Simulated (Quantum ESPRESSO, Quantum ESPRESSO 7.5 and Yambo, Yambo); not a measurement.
# Converging GW for MgI2 (1T monolayer) in Yambo

What does each rung of G0W0 on MgI2 (1T monolayer) cost, and what does it buy?

Calculated with Quantum ESPRESSO 7.5 and Yambo 5.3.0; PBE and many-body steps on it, plane waves.

**1. The structure**

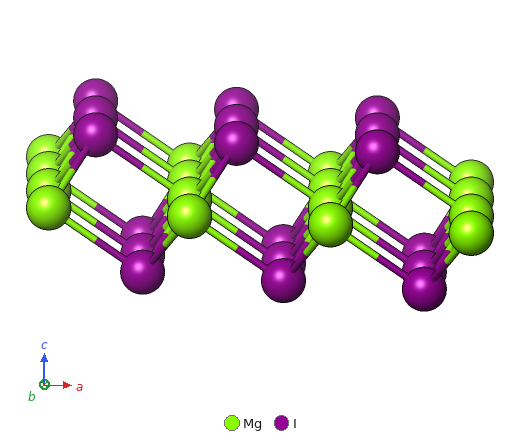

Start, viewed nearly edge on; magnesium green, iodine purple. 3×3×1 cells are drawn. Some periodic images of atoms are drawn too.

The cell holds 3 atoms: 1 Mg and 2 I. Its edges and angles: a = 4.208 Å, b = 4.208 Å, c = 16.000 Å, α = 90.0°, β = 90.0°, γ = 120.0°. Vacuum lies along c.

The structure was relaxed with PBE. The runs that relaxed it are not among those shown. Spin-orbit coupling is left out unless a step names it.

**2. Empty states on the mesh, 6×6×1 mesh, 356 bands**

This step: Quantum ESPRESSO 7.5; DFT, PBE, plane waves, norm-conserving pseudopotentials.

The sums over transitions need many empty states on a uniform mesh; this step solves for them.

File pw.in:

```
&control
  calculation = 'nscf'
  prefix = 'x'
  outdir = 'o'
  pseudo_dir = 'pseudo'
/
&system
  ibrav = 0
  nat = 3
  ntyp = 2
  ecutwfc = 76.0
  nbnd = 356
  force_symmorphic = .true.
/
&electrons
  conv_thr = 1e-9
  electron_maxstep = 80
  diago_full_acc = .true.
  diago_thr_init = 5e-6
/
ATOMIC_SPECIES
  Mg 24.305 Mg.upf
  I 126.9 I.upf
CELL_PARAMETERS angstrom
  4.2075425528 -0.0000000002 0.0000000000
  -2.1037712762 3.6438387383 0.0000000000
  0.0000000000 0.0000000000 16.0000000000
ATOMIC_POSITIONS crystal
  Mg 0.0000000000 0.0000000000 0.5000000000
  I 0.3333333333 0.6666666667 0.6046917666
  I 0.6666666667 0.3333333333 0.3953082334
K_POINTS automatic
  6 6 1 0 0 0
```

Launch:

```bash
$ OMP_NUM_THREADS=1 mpirun -n 4 pw.x -nk 4 -in pw.in > pw.out
```

The log of the run:

```text
Program PWSCF v.7.5 starts

     This program is part of the open-source Quantum ESPRESSO suite
     for quantum simulation of materials; please cite
         "P. Giannozzi et al., J. Phys.:Condens. Matter 21 395502 (2009);
         "P. Giannozzi et al., J. Phys.:Condens. Matter 29 465901 (2017);
         "P. Giannozzi et al., J. Chem. Phys. 152 154105 (2020);
     in publications or presentations arising from this work. More details at

     Atomic positions and unit cell read from directory:
     o/x.save/

     Message from routine setup:
[...]
18.2107  18.4250  19.1131  19.5234  20.0187  20.3310  20.6016  20.9957
     [... 33 further rows ...]
    67.2862  67.2897  67.5981  67.6018  67.7825  67.8972  67.9216  67.9891
    68.0302  68.1217  68.1536  68.3011

          k =-0.0000-0.5774 0.0000 ( 18536 PWs)   bands (ev):

     [... further k-points ...]

     highest occupied, lowest unoccupied level (ev):    -1.4034    2.2619

     XML data file, pseudopotentials, collected wavefunctions

=------------------------------------------------------------------------------=
   JOB DONE.
=------------------------------------------------------------------------------=
```

Elapsed: 2.4 min, on 4 MPI ranks of Intel Xeon Platinum 8488C (Sapphire Rapids), shared host; peak memory 2.5 GiB; 9.7 min of CPU time.

This step gave:

- gap: 3.665 eV
- k of the valence top: 0, 0, 0
- k of the conduction bottom: 0, -0.5, 0
- least direct gap: 3.979 eV
- k points computed: 7
- lowest point of the top converged band, above the valence top: 69.0914 eV

On this mesh the gap is 3.665 eV.

The density comes from a self-consistent run that is not shown.

**3. Conversion and set-up**

This step: Yambo 5.3.0; conversion and set-up on PBE, plane waves, norm-conserving pseudopotentials.

The states are converted to the many-body program's format and the q mesh is built.

Launch:

```bash
$ (cd o/x.save; p2y > p2y.log; mv SAVE ../..); yambo > setup.log
```

The log of the run:

```text
 Yambo, version 5.3.0

 [02] CORE Variables Setup
 =========================

  [02.01] Unit cells
  ==================

  Cell kind             :  HCP
  Atoms in the cell     :  Mg  I
  number of Mg atoms    :  1
  number of I  atoms    :  2

  List of atomic masses
  Mass of Mg    :  24.30500
  Mass of I     :  126.9000

  List of atomic coordinates    : [cc]
  Mg1       :   0.00000   0.00000  15.11781  order 1
  I1       : -0.14559E-09   4.5906       18.283      order 2
  I2       :   3.97555   2.29529  11.95239  order 3

[...]
BZ  Q-points                                      :   36

 K/Q-points units:
 rlu = crystal or reduced units; cc = cartesian coordinates; iku = interal k-units

 Q [1]          [rlu]:  0.000000  0.000000  0.000000
 Q [2]          [rlu]: -0.83092E-17  0.16667       0.0000
 Q [3]          [rlu]: -0.16618E-16  0.33333       0.0000
 Q [4]          [rlu]:  0.24928E-16 -0.50000       0.0000
 Q [5]          [rlu]:  0.166667  0.166667  0.000000
 Q [6]          [rlu]:  0.166667  0.333333  0.000000
 Q [7]          [rlu]:  0.333333  0.333333  0.000000

  [03.01] X indexes
  =================

   [03.01.01] Sigma indexes
   ========================

 [06] Game Over & Game summary
```

Elapsed: 3.8 s, on 1 MPI rank; peak memory 0.26 GiB.

**4. 97 bands, 81.6 eV**

Now the one-shot GW correction: screening in the RPA, then the self-energy of the levels asked for.

This step: G0W0 on PBE, plane waves, norm-conserving pseudopotentials.

File gw1.in:

```
HF_and_locXC
gw0
dyson
ppa
em1d
rim_cut
rim_w
RandQpts= 3000000
RandGvec= 100 RL
CUTGeo= "slab z"
RandGvecW= 9 RL
EXXRLvcs= 76 Ry
VXCRLvcs= 304 Ry
Chimod= "HARTREE"
% BndsRnXp
 1 | 97 |
%
NGsBlkXp= 6 Ry
% LongDrXp
 1 | 1 | 0 |
%
% GbndRnge
 1 | 97 |
%
DysSolver= "n"
ExtendOut
PPAPntXp= 27.21138 eV
% QPkrange
 1 | 1 | 29 | 32 |
 4 | 4 | 29 | 32 |
%
```

Launch:

```bash
$ OMP_NUM_THREADS=1 mpirun -n 4 yambo -F gw1.in -J gw1 -C gw1 > gw1.log
```

The log of the run:

```text
 Yambo, version 5.3.0

 [02] CORE Variables Setup
 =========================

  [... cell, symmetries and grids as in the set-up ...]

  [02.05] Energies & Occupations
  ==============================

  [X] === General ===
  [X] Electronic Temperature                        :  0.000000  0.000000 [eV K]
  [X] Bosonic    Temperature                        :  0.000000  0.000000 [eV K]
  [X] Finite Temperature mode                       : no
  [X] El. density                                   :  0.24459E+24 [cm-3]
  [X] Fermi Level                                   : -1.403411 [eV]

  [X] === Gaps and Widths ===
  [X] Conduction Band Min                           :  3.665263 [eV]
  [X] Valence Band Max                              :  0.000000 [eV]
  [X] Filled Bands                                  :  30
  [X] Empty Bands                                   :    31   356
  [X] Direct Gap                                    :  3.979035 [eV]
  [X] Direct Gap localized at k                     :  1
  [X] Indirect Gap                                  :  3.665263 [eV]
  [X] Indirect Gap between kpts                     :   1   4
  [X] Last valence band width                       :  0.671967 [eV]
  [X] 1st conduction band width                     :  1.070350 [eV]

 [03] Transferred momenta grid and indexing
 ==========================================

 IBZ Q-points                                      :   7
 BZ  Q-points                                      :   36

 K/Q-points units:
 rlu = crystal or reduced units; cc = cartesian coordinates; iku = interal k-units

 Q [1]          [rlu]:  0.000000  0.000000  0.000000
 Q [2]          [rlu]: -0.83092E-17  0.16667       0.0000
 Q [3]          [rlu]: -0.16618E-16  0.33333       0.0000
 Q [4]          [rlu]:  0.24928E-16 -0.50000       0.0000
 Q [5]          [rlu]:  0.166667  0.166667  0.000000
 Q [6]          [rlu]:  0.166667  0.333333  0.000000
 Q [7]          [rlu]:  0.333333  0.333333  0.000000

 [04] Coloumb potential Random Integration (RIM)
 ===============================================

 Performing RIM of v_slab

  [04.01] RIM initialization
  ==========================

  * Diagonal components only detected *

  8 x (sBL volume)        :  0.033298 [a.u.]
  sBZ random points       :  3000000
  Points outside the sBZ  :  24000829
  RL volume               :  0.149843 [a.u.]
  Integrated volume       :  0.149837 [a.u.]

  [04.02] RIM integrals
  =====================

  Gamma point sphere radius             :  0.035709 [a.u.]
  Points outside the sphere             :  2398884
  [Int_sBZ(q=0) 1/q^2]*(Vol_sBZ)^(-1/3) =:  7.474062
                                 should be <:  7.795600

  Summary of Coulomb integrals for non-metallic bands |Q|[au] RIM/Bare

  Q [1] 0.100000E-4 0.958754 * Q [2] 0.152079 0.991553
  Q [5] 0.263409 1.022842 * Q [3] 0.304159 1.022456
  Q [6] 0.402364 1.017392 * Q [4] 0.456238 1.014421
  Q [7] 0.526819 1.011335
  Non-periodic chartesian directions : none
  Optical renormalization            :  30.23562 [au]
  Polarizability dimension           : length

 [05] Coloumb potential CutOffslab
 =================================

 Cut directionsZ
 Slab Cutoff:Z
 Symmetry test passed : yes

 [06] Dipoles
 ============

  [06.01] Setup: observables and procedures
  =========================================

  [WARNING] [x,Vnl] slows the Dipoles computation. To neglect it rename the ns.kb_pp file

 [07] Dynamic Dielectric Matrix (PPA)
 ====================================

 [WR./gw1//ndb.pp]---------------------------------------------------------------
  Brillouin Zone Q/K grids (IBZ/BZ)                :    7   36    7   36
  RL vectors                                       :  21779 [WF]
  Coulomb cutoff potential                         : slab z
  Electronic Temperature                           :  0.000000 [K]
  Bosonic    Temperature                           :  0.000000 [K]
  PPA    diel. fun.  energies                      : Perdew, Burke & Ernzerhof(X)+Perdew, Burke & Ernzerhof(C)
[...]
RL vectors in the sum                            :  21779
  [r,Vnl] included                                 : yes
  Field direction                                  :  0.707107E-5  0.707107E-5   0.00000
  BZ energy Double Grid                            : no
  BZ energy DbGd points                            : 0
  BZ Q point size factor                           : -1.000000
  X Optical Averaged directions                    : none

 [08] Local Exchange-Correlation + Non-Local Fock
 ================================================

 [VXC] Plane waves :  148115
 [EXS] Plane waves :  18431

 QP @ state[ 1 ] K range:  1  1
 QP @ state[ 1 ] b range:   29   32
 QP @ state[ 2 ] K range:   4   4
 QP @ state[ 2 ] b range:   29   32

 [xc] Functional : Perdew, Burke & Ernzerhof(X)+Perdew, Burke & Ernzerhof(C)
 [xc] LIBXC used to calculate xc functional
  PP Number of Atomic Species                      :  2
  NLCC RL compoments                               :  148115
  PP Number of Atomic Species                      :  2
  NLCC RL compoments                               :  148115

 [xc] E_xc :  -51.63343 [Ha]
      E_xc :  -103.2669 [Ry]

  Local XC kind (lXC) : Perdew, Burke & Ernzerhof(X)+Perdew, Burke & Ernzerhof(C)
  Non-Local XC kind (nlXC) : Hartree-Fock

  Corrections @ K [1] :  [eV]
 <29|nlXC|29> = -16.54691  0.31796E-17 <29|lXC|29> = -13.82048 -0.37763E-15
 <30|nlXC|30> = -16.54686  0.61484E-17 <30|lXC|30> = -13.82048  0.000000
 <31|nlXC|31> = -5.758376  0.18381E-17 <31|lXC|31> = -9.514106  0.000000
 <32|nlXC|32> = -4.905219 -0.37893E-18 <32|lXC|32> = -8.904741  0.000000

  Corrections @ K [4] :  [eV]
 <29|nlXC|29> = -16.01561 -0.13806E-17 <29|lXC|29> = -12.92482  0.000000
 <30|nlXC|30> = -16.30537 -0.38005E-17 <30|lXC|30> = -13.39132 -0.94408E-16
 <31|nlXC|31> = -5.720385 -0.34587E-18 <31|lXC|31> = -9.602717 -0.47204E-16
 <32|nlXC|32> = -4.763413  0.93126E-18 <32|lXC|32> = -8.729523  0.47204E-16

 [09] Dyson equation: Newton solver
 ==================================

  [09.01] RIM-W interpolation
  ===========================

  [WARNING] RIM-W works only for 2D semiconductors with slab cutoff
  Found compatible q grid: 2D
  q_min[ 1 ]:  0.16667      0.80429E-12   0.0000     [rlu]
   0.166667  0.083333  0.000000 [iku]
  q_min[ 2 ]:  0.28304E-11  0.16667       0.0000     [rlu]
   0.11978E-10  0.16667       0.0000     [iku]
  G-vectors :   9
  G-vectors loaded:   61
  Number of interpolated frequencies:  2

  Evaluating coefficients q = 0
  Evaluating coefficients q = 0

  [09.02] RIM-W integrals
  =======================

  8 x (sBL volume)        :  0.033298 [a.u.]
  sBZ random points       :  3000000
  Points outside the sBZ  :  24000829
  RL volume               :  0.149843 [a.u.]
  Integrated volume       :  0.149837 [a.u.]

  [09.03] RIM integrals
  =====================

  Comparison between head Wc = W - v averages: < Wc > [au] RIM-W/RIM

   < -Wc [Q = 1] > 0.171504E-1 0.119192E-4 * < -Wc [Q = 2] > 0.003903 0.003770
   < -Wc [Q = 3] > 0.804374E-3 0.791745E-3 * < -Wc [Q = 4] > 0.288496E-3 0.285451E-3
   < -Wc [Q = 5] > 0.001147 0.001128 * < -Wc [Q = 6] > 0.405381E-3 0.401680E-3
   < -Wc [Q = 7] > 0.204834E-3 0.204025E-3

  Comparison between head Wc = W - v averages: < Wc > [au] RIM-W/RIM

   < -Wc [G = 1,G`=0] > 0.171504E-1 0.119192E-4 * < -Wc [G = 2,G`=0] >-0.001239 0.000000
   < -Wc [G = 3,G`=0] >-0.001239 0.000000 * < -Wc [G = 4,G`=0] >-0.175121E-4  0.00000
   < -Wc [G = 5,G`=0] >-0.175030E-4  0.00000 * < -Wc [G = 6,G`=0] > 0.106889E-3  0.00000
   < -Wc [G = 7,G`=0] > 0.106879E-3  0.00000 * < -Wc [G = 8,G`=0] >-0.166604E-4  0.00000
   < -Wc [G = 9,G`=0] >-0.166596E-4  0.00000

 [10] G0W0 (W PPA)
 =================

 [  GW  ] Bands range     :    1   97
 [GW/PPA] G damping       :  0.100000 [eV]

 QP @ state[ 1 ] K range:  1  1
 QP @ state[ 1 ] b range:   29   32
 QP @ state[ 2 ] K range:   4   4
 QP @ state[ 2 ] b range:   29   32

  Sc/G bands                                       :    1   97
  Sc/G damping                                     :  0.100000 ev
  Sc bands terminator                              : no
  Sx RL components                                 :  18431

  QP @ state[ 1 ] K range                          :  1  1
  QP @ state[ 1 ] b range                          :   29   32
  QP @ state[ 2 ] K range                          :   4   4
  QP @ state[ 2 ] b range                          :   29   32
  GF energies kind                                 : Perdew, Burke & Ernzerhof(X)+Perdew, Burke & Ernzerhof(C)
  GF WF`s kind                                     : Perdew, Burke & Ernzerhof(X)+Perdew, Burke & Ernzerhof(C)
  Xs energies kind                                 : Perdew, Burke & Ernzerhof(X)+Perdew, Burke & Ernzerhof(C)
  Xs WF`s kind                                     : Perdew, Burke & Ernzerhof(X)+Perdew, Burke & Ernzerhof(C)

 [14] Game Over & Game summary
```

Elapsed: 3.6 min, on 4 MPI ranks; peak memory 4.5 GiB.

Numbers from this step:

* G0W0 gap on the points computed: 5.851 eV
* starting gap on the mesh: 3.665 eV
* k of the valence top: 0, 0, 0
* k of the conduction bottom: 0, -0.5, 0
* least direct G0W0 gap on the computed points: 6.121 eV
* Z at the valence top: 0.8149
* Z at the conduction bottom: 0.8338

The gap on the mesh goes from 3.67 eV to 5.85 eV, a correction of +2.19 eV.

(Continued in part 2 of 2.)

[Paths, hosts, dates, memory and timing lines, banners, echoed tables and standing remarks are left out of the program output.]

[Logs are printed without paths, hosts, clocks, repeated set-up lines and the standing remarks that a program may print on its own settings, such as how far it seeks lower states.]

[Runs of the session that timed out or met a known fault of the program may be left out.]

[Hosts, paths, dates, database ids (printed as entryN), source tags and the programs' standing remarks are cut or masked in the printed files.]
